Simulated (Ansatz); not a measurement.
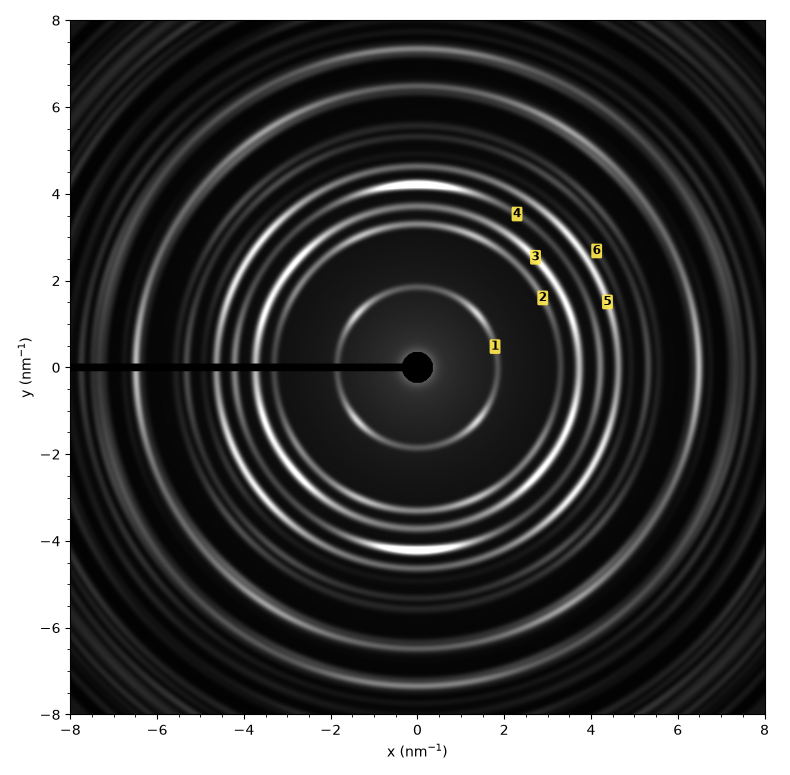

Simulated electron diffraction rings at 120 kV (λ = 0.0335 Å), scale in nm⁻¹ (radius = 1/d), for a sample with fibre texture (March–Dollase model, fibre axis vertical in the picture). Kinematic intensities with B = 0.8 Å² for all atoms, without multiple scattering; brightness goes as intensity to the power 0.6, clipped at the top. Reflections closer than the ring width show as one ring.

The sample is HfN, space group Cmcm, a = 3.155 Å, b = 10.801 Å, c = 3.078 Å, α = 90.00°, β = 90.00°, γ = 90.00°. It is based on coordinates from a relaxation with Ansatz 0.2.0, DFT PBEsol, scalar-relativistic, plane waves, PAW; the starting structure was generated, so it need not be a known form of this composition.

Measure the numbered rings and index them.

Answer.
| ring | radius | d (Å) | hkl |
| --- | --- | --- | --- |
| 1 | 1.85 nm⁻¹ | 5.40 | 020 |
| 2 | 3.30 nm⁻¹ | 3.03 | 110 |
| 3 | 3.72 nm⁻¹ | 2.70 + 2.67 | 040 + 021 |
| 4 | 4.21 nm⁻¹ | 2.37 | 130 |
| 5 | 4.63 nm⁻¹ | 2.16 | 111 |
| 6 | 4.93 nm⁻¹ | 2.03 | 041 |

Which lattice planes lie preferentially normal to the fibre axis?

Answer. The (1 3 0) planes: ring 4 is concentrated at the top and bottom of the pattern (March parameter 0.35).
